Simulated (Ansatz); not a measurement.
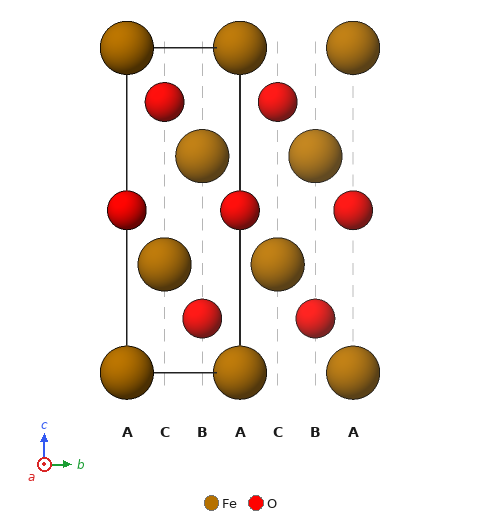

Projection along an edge of the hexagonal mesh, stacking direction c upwards. The dashed lines mark the three columns A (0, 0), B (1/3, 2/3) and C (2/3, 1/3). The sequence starts with the first layer at or above the cell's origin.

FeO. Coordinates: a calculation's input that goes back to an entry of the Crystallography Open Database (an earlier step may have relaxed or displaced it).

> Give the sequence of layers in one repeat, with element and column.

Fe(A) – O(B) – Fe(C) – O(A) – Fe(B) – O(C) (six layers in 7.55 Å).

> How are the O layers alone stacked?

O layers alone: BAC, the cubic close-packed type.

> Which positions between or in the O layers do the other atoms fill?

Fe: three octahedral sites in each hexagonal cell.
